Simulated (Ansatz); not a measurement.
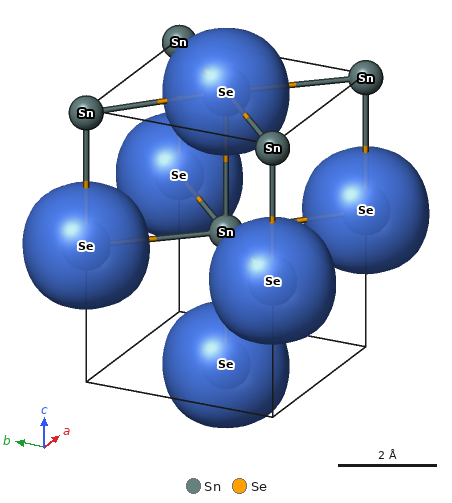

Figure 1: SnSe. Isosurface of the ELF at 0.6 (blue), seen at an oblique angle. Core shells and regions of very low density are left out. Sticks mark near contacts.

Space group I4mm; changed on purpose from its base cell (atom 1 (Sn) moved by [0.0, 0.0, 0.08] Å, PAW files).

The calculation used DFT, PBE, PAW with Ansatz's default frozen-core files, scalar-relativistic (Ansatz).

Core electrons are frozen (PAW), and the valence fields are smoothed inside the atomic spheres.

> Identify the bonds, lone pairs and shells in this picture.

The ELF exceeds this value in two regions wrapped around Se (the valence shell of each), counted in one cell of 4 atoms. Regions shared between cells count once. Along the contacts the grid gives the following. Sn–Se (2.93 Å): the ELF is about 0.45 at the midpoint and 0.30 at its lowest between the atoms. Sn–Se (3.01 Å): the ELF is about 0.40 at the midpoint.
